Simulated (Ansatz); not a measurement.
## Two runs on TiO$_{2}$

System: TiO$_{2}$ (3 atoms in the cell).
Method of run 1: DFT, PBE, plane waves, PAW, no spin polarisation (Ansatz 0.2.0).

The structure was built on a prototype by a generator. The geometry comes from this level: r2SCAN (a point of a series of strains). Text and figures count atoms from 1; the logs count them from 0 in places.

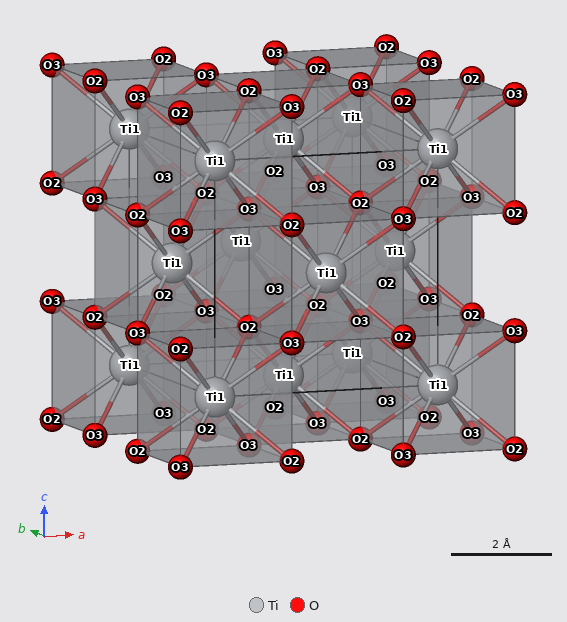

**Figure 1.** The input geometry (polyhedral view of the cell 4 times as large as that of the calculation, set on its symmetry axes, seen slightly off an axis; polyhedra are completed across the faces of the cell; atoms are numbered from 1 in the order of the input).

## The input, run 1
```yaml
crystal:
  lattice:
    - [0.0, 2.3968272525, 2.3968272525]
    - [2.3968272525, 0.0, 2.3968272525]
    - [2.3968272525, 2.3968272525, 0.0]
  atoms:
    - { symbol: Ti, position: [0.0, 0.0, 0.0] }
    - { symbol: O, position: [0.25, 0.25, 0.25] }
    - { symbol: O, position: [0.75, 0.75, 0.75] }
kpoints:
  mp_grid: { grid: [10, 10, 10] }
  band_path:
    path:
      - [0.0, 0.0, 0.0]
      - [0.5, 0.0, 0.5]
      - [0.625, 0.25, 0.625]
      - [0.375, 0.375, 0.75]
      - [0.5, 0.5, 0.5]
      - [0.5, 0.25, 0.75]
      - [0.0, 0.5, 0.5]
    npoints: 1
hamiltonian:
  xc: pbe
scf:
  occupations: { method: fermi_dirac, width: 0.02 }
  n_extra_bands: 4
output:
  forces: true
  stress: true
  eigenvalues: true
```

Launched with:
```bash
ansatz run input.yaml --threads 2 --pin off --max-ram 2211MiB --backend cpu --events-out ev --progress --plain --runs-dir out
```

Hardware: 2 threads of an x86-64 CPU, shared host.

## Output, shortened to warnings, some set-up lines, iterations and results (run 1)
```
Basis set: ecut = 420 eV, 537 PW (Γ), exchange–correlation on 48×48×48 points (8 copies of the dense FFT grid, shifted against one another)
Symmetry: 48 space group operations
k-points: 47 of 1000
Initial density: superposition of atomic densities (neutral atoms: chi_scale 0, normalization atom), corrected by the library's trained network
[...]
SCF iter   1: F=—  HF=-3637.821024 eV  |F-HF|=—  |Δ(HF+E_count)|=         —  Δρ=3.48e-3  dr2=1.40e-3  ethr=1.77e-3  ⟨swp⟩=5.5  Hψ=3327  notcnv=0
SCF iter   2: F=—  HF=-3637.822333 eV  |F-HF|=—  |Δ(HF+E_count)|=   1.31e-3  Δρ=3.33e-3  dr2=2.46e-3  ethr=5.83e-6  ⟨swp⟩=2.1  Hψ=1656  notcnv=0
SCF iter   3: F=—  HF=-3637.822192 eV  |F-HF|=—  |Δ(HF+E_count)|=   1.40e-4  Δρ=1.73e-3  dr2=5.91e-4  ethr=5.83e-6  ⟨swp⟩=2.1  Hψ=1292  notcnv=0
SCF iter   4: F=—  HF=-3637.822323 eV  |F-HF|=—  |Δ(HF+E_count)|=   1.31e-4  Δρ=5.78e-4  dr2=6.58e-5  ethr=2.46e-6  ⟨swp⟩=2.0  Hψ=1125  notcnv=0
SCF iter   5: F=—  HF=-3637.822360 eV  |F-HF|=—  |Δ(HF+E_count)|=   3.64e-5  Δρ=1.04e-4  dr2=2.33e-6  ethr=2.74e-7  ⟨swp⟩=2.5  Hψ=989  notcnv=0
SCF iter   6: F=-3637.822360 eV  HF=-3637.822360 eV  |F-HF|=1.06e-8  |Δ(HF+E_count)|=   6.15e-7  Δρ=8.73e-6  dr2=5.47e-9  ethr=4.17e-10  ⟨swp⟩=3.1  Hψ=2923  notcnv=0
SCF 1 converged in 6 iterations: F = -3637.822360 eV  dr2 = 5.47e-9
NSCF: frozen V_eff on 7 k-points
SCF converged after 6 iterations
Free energy (F): -3637.822360 eV
Harris-Foulkes:  -3637.822360 eV  (|F-HF|=1.06e-8)
Internal energy: -3637.822360 eV  (E = F + TS)
E sigma→0 (E₀):  -3637.822360 eV
Fermi energy:    12.822283 eV
--- Per-component energies (eV) ---
  E_band       = -138.653800
  E_kinetic    = 624.943215
  E_local      = -1291.227052  (includes V_loc(G=0)·N_el)
  E_nonlocal   = 98.787609
  E_hartree    = 489.812118
  E_xc         = -247.231449
  E_vxc        = -313.275483  (∫ρ·V_xc dr)
  E_paw        = -1360.756349  (= ΣΔE_a)
  E_vpaw       = -237.510788  (= ΣTr[D̂ρ^β])
  E_aug_tail   = 0.005059  (compensation charges beyond the density's cutoff)
  E_ewald      = -1952.155511
  E_smearing   = -0.000000  (= −TS)
  E_closure    = 0.000000  (closes the sum)
  Σ components = -3637.822360   (vs F -3637.822360, Δ=0.00e0)
--- Forces (eV/Å), atoms counted from 1 ---
  atom   1  Ti    -0.00000000     0.00000000     0.00000000
  atom   2  O     -0.00000000     0.00000000    -0.00000000
  atom   3  O     -0.00000000    -0.00000000    -0.00000000
  max |Σ_I F_I| component: 6.01e-17 eV/Å
--- Stress (GPa, compression-positive) ---
        5.899060       0.000000      -0.000000
        0.000000       5.899060       0.000000
        0.000000      -0.000000       5.899060
  P = ⅓ Tr σ = 5.8991 GPa (58.991 kbar)
```

For run 2 the input was changed thus:
```diff
-  xc: pbe
+  xc: r2scan
-  occupations: { method: fermi_dirac, width: 0.02 }
+  occupations: { method: fixed }
```

How does run 2 compare with run 1?

The total energies belong to different methods, so their difference says nothing on which is more stable or more accurate. The gap on the mesh goes from 1.14 to 1.51 eV. The pressure goes from 5.90 to 0.01 GPa. The functional changes from PBE to r2SCAN. The SCF takes 8 iterations against 6. The default cutoff goes from 420 to 500 eV with the change. The plane waves at Γ go from 537 to 725.

## Output, shortened to warnings, some set-up lines, iterations and results (run 2)
```
Basis set: ecut = 500 eV, 725 PW (Γ), exchange–correlation on 100×100×100 points (64 copies of the dense FFT grid, shifted against one another)
Symmetry: 48 space group operations
k-points: 47 of 1000
Initial density: superposition of atomic densities (neutral atoms: chi_scale 0, normalization atom), corrected by the library's trained network
[...]
SCF iter   1: F=—  HF=-3645.445777 eV  |F-HF|=—  |Δ(HF+E_count)|=         —  Δρ=3.41e-2  dr2=3.71e-1  dr2_τ=2.22e-1  ethr=1.77e-3  ⟨swp⟩=4.0  Hψ=3325  notcnv=0  defer=94
SCF iter   2: F=—  HF=-3645.613581 eV  |F-HF|=—  |Δ(HF+E_count)|=   1.68e-1  Δρ=5.42e-2  dr2=8.03e-1  dr2_τ=8.44e-2  ethr=1.55e-3  ⟨swp⟩=2.7  Hψ=1827  notcnv=0  defer=43
SCF iter   3: F=—  HF=-3645.487121 eV  |F-HF|=—  |Δ(HF+E_count)|=   1.26e-1  Δρ=1.51e-2  dr2=4.83e-2  dr2_τ=1.77e-3  ethr=1.55e-3  ⟨swp⟩=2.0  Hψ=1058  notcnv=0  defer=88
SCF iter   4: F=—  HF=-3645.483095 eV  |F-HF|=—  |Δ(HF+E_count)|=   4.03e-3  Δρ=7.81e-3  dr2=1.87e-2  dr2_τ=1.02e-3  ethr=2.01e-4  ⟨swp⟩=1.5  Hψ=798  notcnv=0  defer=85
SCF iter   5: F=—  HF=-3645.479663 eV  |F-HF|=—  |Δ(HF+E_count)|=   3.43e-3  Δρ=9.39e-4  dr2=2.88e-4  dr2_τ=1.28e-5  ethr=7.81e-5  ⟨swp⟩=2.0  Hψ=1046  notcnv=0  defer=94
SCF iter   6: F=—  HF=-3645.479632 eV  |F-HF|=—  |Δ(HF+E_count)|=   3.14e-5  Δρ=9.69e-5  dr2=1.20e-6  dr2_τ=3.34e-7  ethr=1.20e-6  ⟨swp⟩=2.2  Hψ=1212  notcnv=0  defer=94
SCF iter   7: F=—  HF=-3645.479637 eV  |F-HF|=—  |Δ(HF+E_count)|=   4.77e-6  Δρ=7.32e-5  dr2=1.73e-6  dr2_τ=7.27e-8  ethr=4.17e-10  ⟨swp⟩=6.2  Hψ=3635  notcnv=0
SCF iter   8: F=-3645.479636 eV  HF=-3645.479636 eV  |F-HF|=1.53e-9  |Δ(HF+E_count)|=   2.39e-7  Δρ=2.66e-6  dr2=2.03e-9  dr2_τ=1.44e-10  ethr=4.17e-10  ⟨swp⟩=4.1  Hψ=3459  …
SCF 1 converged in 8 iterations: F = -3645.479636 eV  dr2 = 2.03e-9
NSCF: frozen V_eff on 7 k-points
SCF converged after 8 iterations
Free energy (F): -3645.479636 eV
Harris-Foulkes:  -3645.479636 eV  (|F-HF|=1.53e-9)
Internal energy: -3645.479636 eV  (E = F + TS)
E sigma→0 (E₀):  -3645.479636 eV
Fermi energy:    11.959089 eV
--- Per-component energies (eV) ---
  E_band       = -162.864613
  E_kinetic    = 626.956305
  E_local      = -1288.723549  (includes V_loc(G=0)·N_el)
  E_nonlocal   = 96.558395
  E_hartree    = 487.951032
  E_xc         = -242.300472
  E_vxc        = -347.470779  (∫ρ·V_xc dr)
  E_paw        = -1373.450438  (= ΣΔE_a)
  E_vpaw       = -248.611617  (= ΣTr[D̂ρ^β])
  E_aug_tail   = 0.001939  (compensation charges beyond the density's cutoff)
  E_vtau       = 22.522408  (kinetic-family band-sum trace: ∫τ·v_τ [+ j·A + Jᵃ·Aᵃ] dr)
  E_ewald      = -1952.155511
  E_core_change = -0.317339  (= ΣΔE_core)
  E_smearing   = -0.000000  (= −TS)
  E_closure    = -0.000000  (closes the sum)
  Σ components = -3645.479636   (vs F -3645.479636, Δ=0.00e0)
--- Forces (eV/Å), atoms counted from 1 ---
  atom   1  Ti    -0.00000000    -0.00000000    -0.00000000
  atom   2  O     -0.00000000    -0.00000000     0.00000000
  atom   3  O     -0.00000000    -0.00000000    -0.00000000
  max |Σ_I F_I| component: 3.70e-17 eV/Å
--- Stress (GPa, compression-positive) ---
        0.013482      -0.000000       0.000000
       -0.000000       0.013482       0.000000
        0.000000      -0.000000       0.013482
  P = ⅓ Tr σ = 0.0135 GPa (0.135 kbar)
```

## The two runs side by side

| quantity | run 1 | run 2 |
| --- | --- | --- |
| outcome | converged | converged |
| free energy per atom (eV) | −1212.6075 | −1215.1599 |
| gap on the mesh (eV) | 1.14 | 1.51 |
| pressure (GPa) | 5.90 | 0.01 |
| largest force (eV/Å) | 0.000 | 0.000 |
| SCF iterations | 6 | 8 |
| irreducible k-points | 47 | 47 |
| plane waves at Γ | 537 | 725 |
| wall time (shared host) | 8.3 s | 16 s |

For run 1: The cell is under a pressure of 5.9 GPa at this level, so it is not at its equilibrium volume.
